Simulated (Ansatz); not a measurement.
MgO: geometry relaxation (part 2 of 2)

The same run, continued: MgO (2 atoms in the cell); DFT, LDA, plane waves, PAW, no spin polarisation (Ansatz 0.2.0); cutoff 420 eV, 10×10×10 k-mesh, Fermi–Dirac smearing of 0.02 eV. The structure was built on a prototype by a generator. The geometry comes from this level: PBE.

Geometry of the input (Å; fractional positions):
```
0.0000  2.1267  2.1267
2.1267  0.0000  2.1267
2.1267  2.1267  0.0000
Mg 0.0000  0.0000  0.0000
O  0.5000  0.5000  0.5000
```

Log, continued
```
SCF iter   1: F=—  HF=-2460.065872 eV  |F-HF|=—  |Δ(HF+E_count)|=         —  Δρ=3.37e-4  dr2=1.55e-5  ethr=1.01e-7  ⟨swp⟩=2.2  Hψ=3844  notcnv=0
preconditioner: auto → none  [insulator: Δε(μ)=5.036 eV  Ē_g=18.674 eV  σ=0.020 eV  W_gap=1.00  n_scr=8 (ndim 8)  ℏωp=24.8 eV  f_vac=0.000  D(μ)=0.00/eV (n_scr^D=0)  ε∞_Penn≈2.8]
SCF iter   2: F=—  HF=-2460.065868 eV  |F-HF|=—  |Δ(HF+E_count)|=   4.51e-6  Δρ=1.00e-4  dr2=1.49e-6  ethr=9.72e-8  ⟨swp⟩=2.4  Hψ=704  notcnv=0
iter 3 did not close the SCF: its close was put off for the readings that it lacked (scf_convergence_deferred on its scf_iter line)
SCF iter   3: F=-2460.065868 eV  HF=-2460.065868 eV  |F-HF|=4.15e-9  |Δ(HF+E_count)|=   3.51e-7  Δρ=1.86e-5  dr2=3.12e-8  ethr=9.29e-9  ⟨swp⟩=2.1  Hψ=687  notcnv=0
iter 4 did not close the SCF: its close was put off for the readings that it lacked (scf_convergence_deferred on its scf_iter line)
SCF iter   4: F=-2460.065868 eV  HF=-2460.065868 eV  |F-HF|=1.38e-10  |Δ(HF+E_count)|=   1.15e-9  Δρ=9.68e-7  dr2=1.27e-10  ethr=1.95e-10  ⟨swp⟩=1.4  Hψ=651  notcnv=0
iter 5 did not close the SCF: its close was put off for the readings that it lacked (scf_convergence_deferred on its scf_iter line)
SCF iter   5: F=-2460.065868 eV  HF=-2460.065868 eV  |F-HF|=1.36e-12  |Δ(HF+E_count)|=  4.27e-11  Δρ=2.74e-7  dr2=5.43e-12  ethr=1.00e-12  ⟨swp⟩=2.1  Hψ=917  notcnv=0
SCF iter   6: F=-2460.065868 eV  HF=-2460.065868 eV  |F-HF|=4.55e-13  |Δ(HF+E_count)|=  1.82e-12  Δρ=2.99e-8  dr2=5.45e-14  ethr=1.00e-12  ⟨swp⟩=1.0  Hψ=1316  notcnv=0
SCF 6 converged in 6 iterations: F = -2460.065868 eV  dr2 = 5.45e-14
relax step   6: F+E_penalty+E_count = -2460.06586757 eV  Δ(F+E_penalty+E_count) = -3.669e-4 eV  max|allowed force component| = 4.898e-30 eV/Å  Δτ_max = 0.0000 Å  P = -0.001 GPa  Ω = 17.988 Å³  energy of the carried Pulay correction = +2.806e-4 eV  (6 SCF iters, dr2 threshold 2.00e-7 eV, accepted)
iter 1 solved again at ethr=7.92e-8 eV; its pass at ethr=3.10e-3 eV (dr2=1.27e-5 eV) is discarded
SCF iter   1: F=—  HF=-2460.065500 eV  |F-HF|=—  |Δ(HF+E_count)|=         —  Δρ=4.13e-5  dr2=4.59e-8  ethr=7.92e-8  ⟨swp⟩=3.0  Hψ=4819  notcnv=0
preconditioner: auto → none  [insulator: Δε(μ)=5.034 eV  Ē_g=18.672 eV  σ=0.020 eV  W_gap=1.00  n_scr=8 (ndim 8)  ℏωp=24.8 eV  f_vac=0.000  D(μ)=0.00/eV (n_scr^D=0)  ε∞_Penn≈2.8]
SCF iter   2: F=—  HF=-2460.065501 eV  |F-HF|=—  |Δ(HF+E_count)|=   3.39e-7  Δρ=1.83e-5  dr2=7.13e-9  ethr=2.87e-10  ⟨swp⟩=2.0  Hψ=861  notcnv=0
SCF iter   3: F=—  HF=-2460.065501 eV  |F-HF|=—  |Δ(HF+E_count)|=   1.88e-9  Δρ=2.69e-6  dr2=1.55e-10  ethr=4.45e-11  ⟨swp⟩=2.1  Hψ=741  notcnv=0
iter 4 did not close the SCF: its close was put off for the readings that it lacked (scf_convergence_deferred on its scf_iter line)
SCF iter   4: F=-2460.065501 eV  HF=-2460.065501 eV  |F-HF|=4.55e-13  |Δ(HF+E_count)|=  9.37e-11  Δρ=1.28e-7  dr2=1.03e-12  ethr=1.00e-12  ⟨swp⟩=2.1  Hψ=826  notcnv=0
iter 5 did not close the SCF: its close was put off for the readings that it lacked (scf_convergence_deferred on its scf_iter line)
SCF iter   5: F=-2460.065501 eV  HF=-2460.065501 eV  |F-HF|=0.00e0  |Δ(HF+E_count)|=  4.55e-13  Δρ=3.61e-8  dr2=8.08e-14  ethr=1.00e-12  ⟨swp⟩=1.0  Hψ=564  notcnv=0
iter 6 did not close the SCF: its close was put off for the readings that it lacked (scf_convergence_deferred on its scf_iter line)
SCF iter   6: F=-2460.065501 eV  HF=-2460.065501 eV  |F-HF|=4.55e-13  |Δ(HF+E_count)|=  4.55e-13  Δρ=5.70e-9  dr2=2.24e-15  ethr=1.00e-12  ⟨swp⟩=1.0  Hψ=564  notcnv=0
iter 7 did not close the SCF: its close was put off for the readings that it lacked (scf_convergence_deferred on its scf_iter line)
SCF iter   7: F=-2460.065501 eV  HF=-2460.065501 eV  |F-HF|=0.00e0  |Δ(HF+E_count)|=    0.00e0  Δρ=6.32e-10  dr2=2.38e-17  ethr=1.00e-12  ⟨swp⟩=1.0  Hψ=564  notcnv=0
SCF iter   8: F=-2460.065501 eV  HF=-2460.065501 eV  |F-HF|=0.00e0  |Δ(HF+E_count)|=  4.55e-13  Δρ=5.74e-11  dr2=1.67e-19  ethr=1.00e-12  ⟨swp⟩=2.0  Hψ=1365  notcnv=0
SCF 7 converged in 8 iterations: F = -2460.065501 eV  dr2 = 1.67e-19
relax step   7: F+E_penalty+E_count = -2460.06550076 eV  Δ(F+E_penalty+E_count) = +3.668e-4 eV  max|allowed force component| = 7.001e-30 eV/Å  Δτ_max = 0.0000 Å  P = -0.018 GPa  Ω = 17.988 Å³  stress off target by 1.85e-2 GPa  SCF on the basis re-selected at this cell (its energy is not comparable with the rows above)  (8 SCF iters)
```

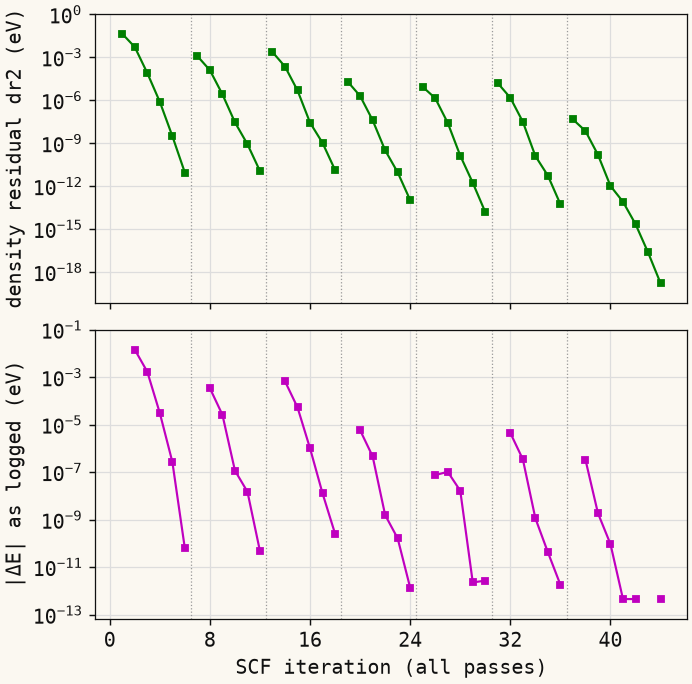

Convergence of the self-consistent field: density residual dr2 and size of the energy change against the SCF iteration. The dotted lines part the SCF passes of the relaxation: geometry steps, rejected trials and re-solves on a re-selected basis. The 7 passes take 6 to 8 iterations each, 44 in all.

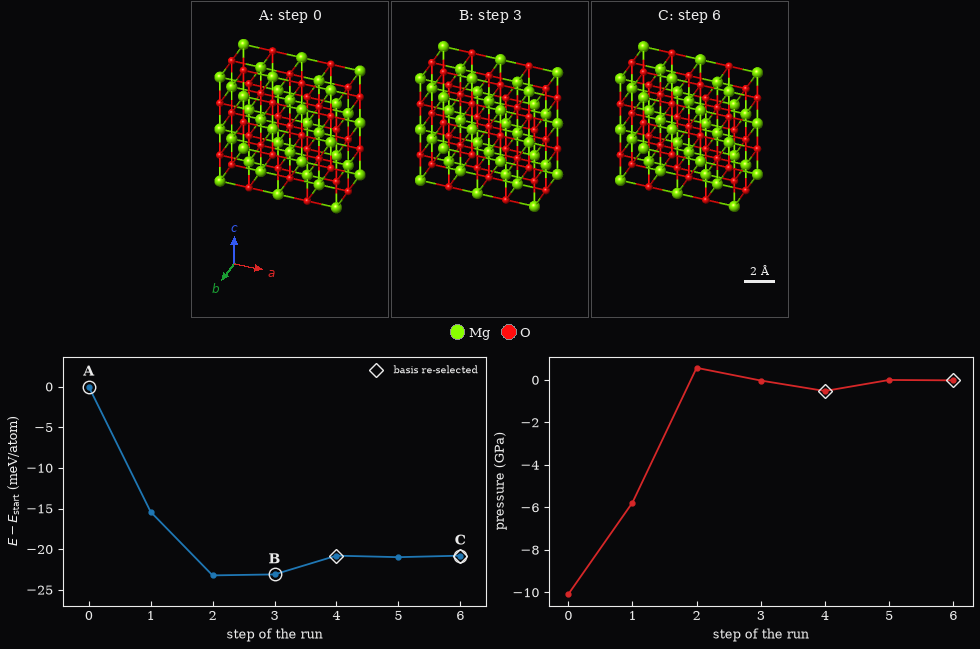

Frames of the relaxation (ball-and-stick view of the cell 4 times as large as that of the calculation, set on its symmetry axes, repeated 2 × 1 × 2, seen at an oblique angle) above the curves, on which the letters mark them (the first geometry is step 0 here and step 1 in the log).

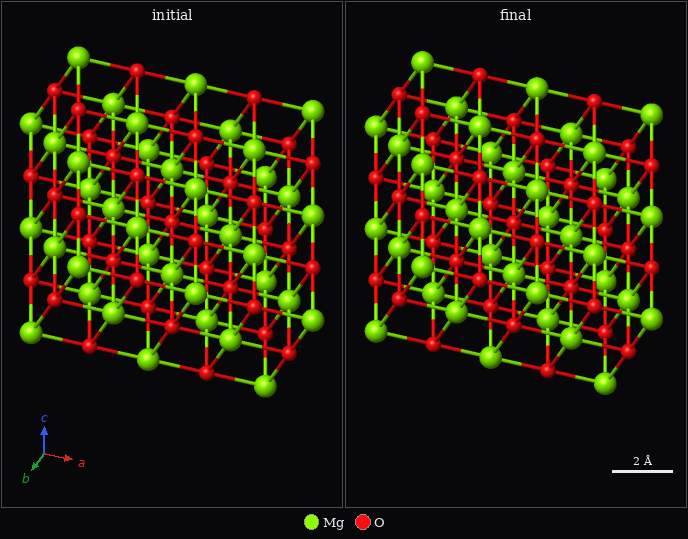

Before (left) and after (right) the relaxation, at one scale (ball-and-stick view of the cell 4 times as large as that of the calculation, set on its symmetry axes, repeated 2 × 1 × 2, seen at an oblique angle). The atoms keep their places relative to the cell (all moves are under 0.005 Å). The volume changes by −6.5 %, with a = b = c 4.253 → 4.159 Å (−2.2 %). Among the contacts that change: Mg1–O2 2.127 → 2.080 Å. The space group stays Fm-3m (No. 225). After 4 geometry steps the energy has fallen by 21.0 meV per atom. All forces vanish by symmetry, so only the cell relaxes. Pressure: −10.09 GPa at the start and −0.02 GPa at the end. The basis was re-selected once at an unchanged geometry, which shifts the energy a little without any move. The energy change given includes the shifts at the re-selections in mid-walk, which come without any move. A last SCF at the same geometry on a re-selected plane-wave basis shifts the energy by +0.2 meV per atom. (Atoms are counted from 1 in the order of the input.)

```
basis re-selected at this cell: Δ(F+E_penalty+E_count) = +3.668e-4 eV, ΔP = -0.017 GPa vs the last step (what re-selecting the basis moved, of the pressure what is left beyond the Pulay correction that the steps carried, after the strain that the cell walked since its last selection, with what the two solves' SCF thresholds leave and, on support functions, any second-order correction that the steps lacked; it is no measure of the basis error at this ecutwfc). This SCF's stress stands 1.85e-2 GPa from its target on what of the cell is left free (relax.cell.stress_tol is 5.00e-2 GPa) and its largest allowed force component is 7.00e-30 eV/Å (relax.f_tol is 5.00e-3 eV/Å): within both
SCF converged after 8 iterations
Free energy (F): -2460.065501 eV
Harris-Foulkes:  -2460.065501 eV  (|F-HF|=0.00e0)
Internal energy: -2460.065501 eV  (E = F + TS)
E sigma→0 (E₀):  -2460.065501 eV
Fermi energy:    10.769460 eV
--- Per-component energies (eV) ---
  E_band       = -287.664751
  E_kinetic    = 255.766064
  E_local      = -1577.332797  (includes V_loc(G=0)·N_el)
  E_nonlocal   = 145.613374
  E_hartree    = 543.394178
  E_xc         = -104.028288
  E_vxc        = -134.275053  (∫ρ·V_xc dr)
  E_paw        = -417.986475  (= ΣΔE_a)
  E_vpaw       = -64.227340  (= ΣTr[D̂ρ^β])
  E_aug_tail   = 0.002646  (compensation charges beyond the density's cutoff)
  E_ewald      = -1305.741603
  E_core_change = 0.247401  (= ΣΔE_core)
  E_smearing   = -0.000000  (= −TS)
  E_closure    = 0.000000  (closes the sum)
  Σ components = -2460.065501   (vs F -2460.065501, Δ=0.00e0)
--- Forces (eV/Å), atoms counted from 1 ---
  atom   1  Mg    -0.00000000     0.00000000     0.00000000
  atom   2  O      0.00000000    -0.00000000    -0.00000000
  max |Σ_I F_I| component: 1.33e-29 eV/Å
--- Stress (GPa, compression-positive) ---
       -0.018483      -0.000000      -0.000000
       -0.000000      -0.018483      -0.000000
       -0.000000      -0.000000      -0.018483
  P = ⅓ Tr σ = -0.0185 GPa (-0.185 kbar)
--- Relaxed structure (5 steps of the walk, 5 accepted, 2 SCFs on fresh bases) ---
  F+E_penalty+E_count = -2460.06550076 eV   max|allowed force component| = 7.001e-30 eV/Å   (the final SCF, on the basis selected at the relaxed cell)
  cell:  # Å, volume = 17.9880 Å³
    - [-4.713219130428421e-34, 2.0796199008793206, 2.0796199008793206]
    - [2.0796199008793206, 1.1146126321959105e-34, 2.0796199008793206]
    - [2.0796199008793206, 2.0796199008793206, 4.7769112808396224e-35]
  atoms:
    - { symbol: Mg, position: [-1.414989616773031e-36, 9.433264111804832e-37, 6.603284878315506e-36] }
    - { symbol: O, position: [0.5, 0.5, 0.5] }
```

Trajectory as extended XYZ (Å, eV, eV/Å), 7 frames, from step=1 to step=7
```
2
Lattice="0.0000 2.1267 2.1267 2.1267 0.0000 2.1267 2.1267 2.1267 0.0000" Properties=species:S:1:pos:R:3:forces:R:3 step=1 energy=-2460.02391 pressure_GPa=-10.09
Mg    0.0000    0.0000    0.0000    0.0000   0.0000   0.0000
O     2.1267    2.1267    2.1267    0.0000   0.0000   0.0000
2
Lattice="0.0000 2.1059 2.1059 2.1059 0.0000 2.1059 2.1059 2.1059 0.0000" Properties=species:S:1:pos:R:3:forces:R:3 step=2 energy=-2460.05473 pressure_GPa=-5.77
Mg    0.0000    0.0000    0.0000    0.0000   0.0000   0.0000
O     2.1059    2.1059    2.1059    0.0000   0.0000   0.0000
2
Lattice="0.0000 2.0793 2.0793 2.0793 0.0000 2.0793 2.0793 2.0793 0.0000" Properties=species:S:1:pos:R:3:forces:R:3 step=3 energy=-2460.07035 pressure_GPa=0.57
Mg    0.0000    0.0000    0.0000    0.0000   0.0000   0.0000
O     2.0793    2.0793    2.0793    0.0000   0.0000   0.0000
2
Lattice="0.0000 2.0817 2.0817 2.0817 0.0000 2.0817 2.0817 2.0817 0.0000" Properties=species:S:1:pos:R:3:forces:R:3 step=4 energy=-2460.07012 pressure_GPa=-0.03
Mg    0.0000    0.0000    0.0000    0.0000   0.0000   0.0000
O     2.0817    2.0817    2.0817    0.0000   0.0000   0.0000
2
Lattice="0.0000 2.0817 2.0817 2.0817 0.0000 2.0817 2.0817 2.0817 0.0000" Properties=species:S:1:pos:R:3:forces:R:3 step=5 energy=-2460.06550 pressure_GPa=-0.52
Mg    0.0000    0.0000    0.0000    0.0000   0.0000   0.0000
O     2.0817    2.0817    2.0817    0.0000   0.0000   0.0000
2
Lattice="0.0000 2.0796 2.0796 2.0796 0.0000 2.0796 2.0796 2.0796 0.0000" Properties=species:S:1:pos:R:3:forces:R:3 step=6 energy=-2460.06587 pressure_GPa=-0.00
Mg    0.0000    0.0000    0.0000    0.0000   0.0000   0.0000
O     2.0796    2.0796    2.0796    0.0000   0.0000   0.0000
2
Lattice="0.0000 2.0796 2.0796 2.0796 0.0000 2.0796 2.0796 2.0796 0.0000" Properties=species:S:1:pos:R:3:forces:R:3 step=7 energy=-2460.06550 pressure_GPa=-0.02
Mg    0.0000    0.0000    0.0000    0.0000   0.0000   0.0000
O     2.0796    2.0796    2.0796    0.0000   0.0000   0.0000
```
